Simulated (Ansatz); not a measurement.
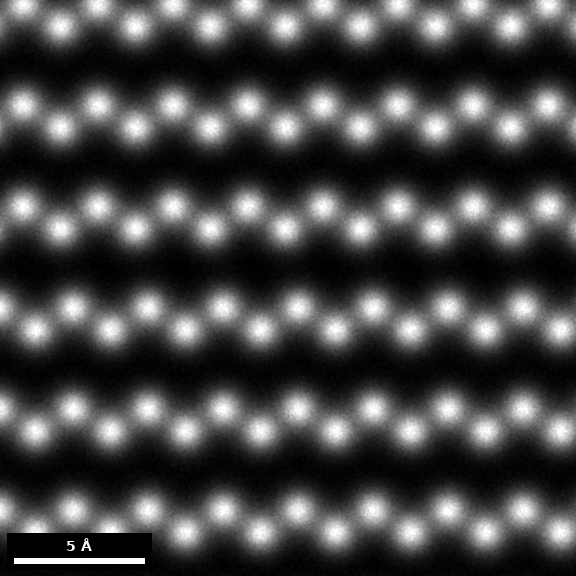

Integrated-DPC-like image of B (Cmcm, No. 63) along [100]. Simulated as the projected potential of neutral atoms (B = 0.5 Å²) blurred by a 0.70 Å probe, the thin-sample limit of integrated differential phase contrast. Shot noise was added.

One planar defect was built into the perfect crystal by geometry alone, without relaxation. Host structure: coordinates from a relaxation with DFT, PBE, plane waves (420 eV) with PAW, scalar-relativistic (Ansatz 0.2.0); the starting structure was generated, so it need not be a known form of this composition.

Find the planar defect and say what kind it is.

Answer. A planar fault (a stacking fault) runs horizontally about 10 Å below the top edge. The part above it is shifted along the boundary by 1/3 of the 2.87 Å repeat of the rows (1.0 Å to the right, the same as 1.9 Å to the left); both parts keep the same orientation.
